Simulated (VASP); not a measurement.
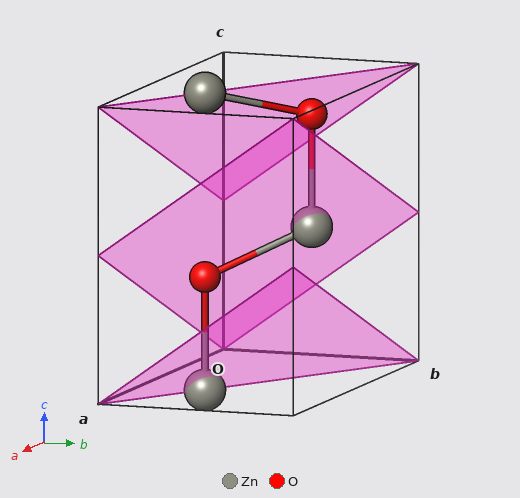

Crystal: ZnO, the geometry relaxed with VASP Kohn-Sham DFT of a periodic cell, PBE, VASP PAW PBE potentials, recommended (VASP 6.6.1). Every member of one family of equally spaced planes, hx + ky + lz = a whole number, that cuts the unit cell is shaded (one member passes through the origin O). The drawing is computed from the coordinates (standard cell, symmetry found to 0.002 Å).

a = 3.288 Å, b = 3.288 Å, c = 5.295 Å, α = 90.00°, β = 90.00°, γ = 120.00°.

Q: Which (hkl) family is drawn?

A: (1 1 −2), in four indices (1 1 −2 −2); the opposite sign names the same planes. The member next to the origin meets the axes a at 1, b at 1, c at −1/2.

Q: What is the spacing?

A: d = 1.397 Å.

Q: Which atoms of the cell lie in these planes (within 0.03 Å)?

A: all 2 Zn.

Q: The space group is P6₃mc, No. 186. How many reflections hkl are equivalent to this one (itself included), and does it occur?

A: 12 reflections are equivalent in the Laue class 6/mmm. The space group allows the reflection.
